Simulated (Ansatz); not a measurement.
Al$_{2}$O$_{3}$

```cif
data_structure
_symmetry_space_group_name_H-M 'P 1'
_symmetry_Int_Tables_number 1
_cell_length_a 4.6661
_cell_length_b 9.6610
_cell_length_c 3.0030
_cell_angle_alpha 90.000
_cell_angle_beta 90.000
_cell_angle_gamma 90.000
_cell_volume 135.37
loop_
_atom_site_label
_atom_site_type_symbol
_atom_site_fract_x
_atom_site_fract_y
_atom_site_fract_z
_atom_site_occupancy
Al1 Al 0.42567 0.33008 0.50000 1
Al2 Al 0.57433 0.66992 0.50000 1
Al3 Al 0.92567 0.16992 0.00000 1
Al4 Al 0.07433 0.83008 0.00000 1
O1 O 0.74670 0.22561 0.50000 1
O2 O 0.00000 0.00000 0.00000 1
O3 O 0.75330 0.72561 0.00000 1
O4 O 0.24670 0.27439 0.00000 1
O5 O 0.25330 0.77439 0.50000 1
O6 O 0.50000 0.50000 0.50000 1
```

Space group Pnnm; a structure from a database of computed crystals, not necessarily the ambient phase.

All numbers below come from DFT PBEsol, plane waves, PAW (Ansatz).

Core electrons are frozen (PAW), and the valence fields are smoothed inside the atomic spheres.

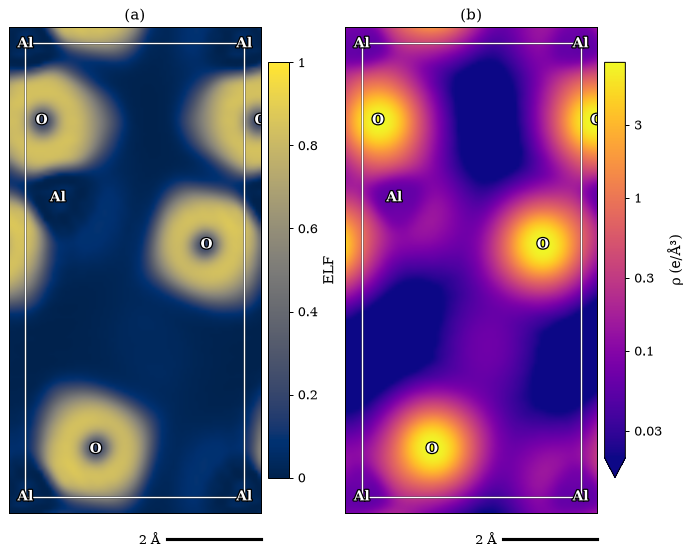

Figure 1. (a) ELF; (b) valence pseudo-density on the (001) plane of the conventional cell.

Question: Interpret the plot.

Answer: Atoms in the plane: Al and O. Al–O (1.68 Å): ρ at the midpoint is about 0.91 e/Å³; the ELF peaks at about 0.85 in the valence shell of O, 0.7 Å from its nucleus, and is about 0.80 at the midpoint. Al–O (1.81 Å): ρ is about 0.7 e/Å³ halfway; the ELF peaks at about 0.85 in the valence shell of O, 0.7 Å from its nucleus, and is about 0.80 at the midpoint. Between the atoms the lowest density in this plane is 0.003 e/Å³. The ELF also peaks beside O, away from the bonds: lone-pair regions.

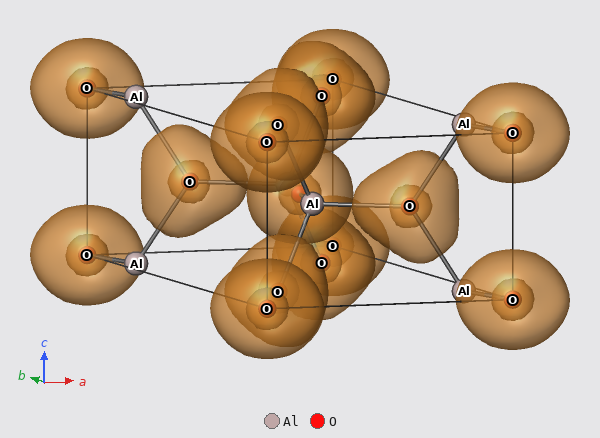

Figure 2. Isosurface of the electron localisation function at 0.7 (orange), seen slightly off an axis. Only the valence region is drawn (cores and ρ < 0.01 e/Å³ removed). Sticks mark near contacts.

Question: Where are the electrons localised?

Answer: At this value the surface marks out six regions on O in which the atom's valence shell and bonds are merged, counted in one cell of 10 atoms. Any copies at cell faces, edges or corners count once.


 Al–O (1.80 Å): the ELF peaks at about 0.85 in the valence shell of O, 0.7 Å from its nucleus, and is about 0.80 at the midpoint.

Question: Does the calculation make it a metal, or give it a gap?

Answer: It is gapped, with a Kohn–Sham gap of 3.4 eV on the k-point mesh (the band edges may lie off the mesh, which would make the gap smaller).
